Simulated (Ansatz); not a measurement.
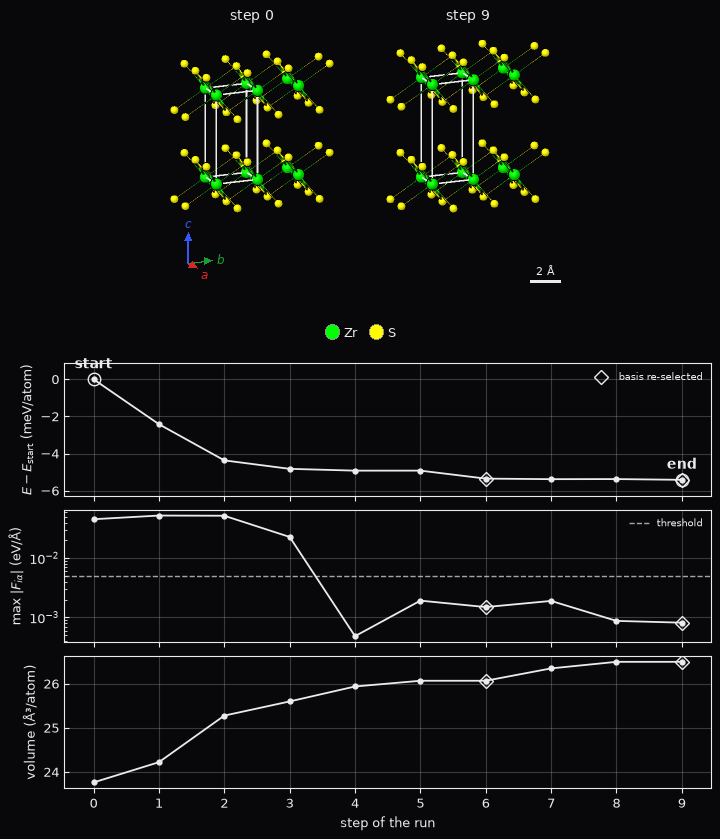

First and last geometry of a relaxation of solid ZrS$_{2}$ (set up in P-3m1), with the history of the run. The picture is a ball-and-stick view of the cell of the calculation, repeated 1 × 2 × 1 with one cell outlined, seen slightly off an axis.

Theory: DFT PBE, scalar-relativistic, plane waves, PAW in Ansatz. Set-up: plane-wave cutoff 420 eV; k-point mesh 9 × 9 × 6; occupations gaussian; smearing width 0.02 eV; no spin polarisation; cell and atoms relaxed; force threshold 0.005 eV/Å; at most 80 steps.

> What do the curves and the structures tell?

It converged. The largest moves relative to the cell, 0.16 Å, are those of S atoms. Zr stays in place. The drawn cell changes as follows: a = b 3.691 → 3.686 Å (−0.2 %), c 6.041 → 6.757 Å (+11.9 %); the volume changes by +11.5 %. The space group stays P-3m1 (No. 164). Over 7 accepted moves (9 points after the start) the energy falls by 5.4 meV per atom. Largest force component: 0.045 eV/Å at the start, 0.00082 eV/Å at the end. The pressure goes from 0.48 to 0.00 GPa. The SCF was repeated twice at an unchanged geometry on a basis and grid sized afresh for the cell, which shifted the energy by 0.4 meV per atom at most.
